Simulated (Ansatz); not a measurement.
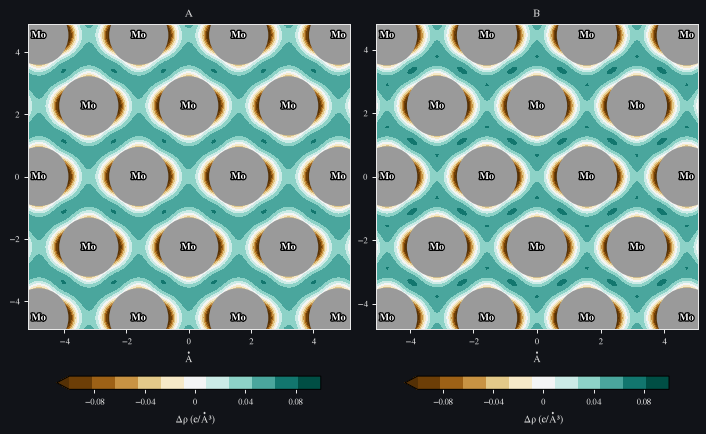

Mo: deformation density on the (101) plane of the conventional cell at two volumes, with the same fractional coordinates and one colour scale. Grey discs cover the cores. Panel A has 106 % of the volume of panel B.

Space group Im-3m.

Computed with DFT PBE, scalar-relativistic, plane waves, PAW (Ansatz).

**How do bonds, bonding charge and pressure respond to this change of volume?**

From B to A, Mo–Mo goes from 2.73 to 2.78 Å, and Δρ at its midpoint from +0.07 to +0.06 e/Å³. The pressure is 3 GPa in B and −11 GPa in A. The rearranged charge is 0.45 e an atom in B and 0.46 e in A.

Run times: 2.5 s (base cell) and 2.3 s (scaled cell), on 2 threads of AMD EPYC 9R45 96-Core Processor (Zen 5), on a shared host.
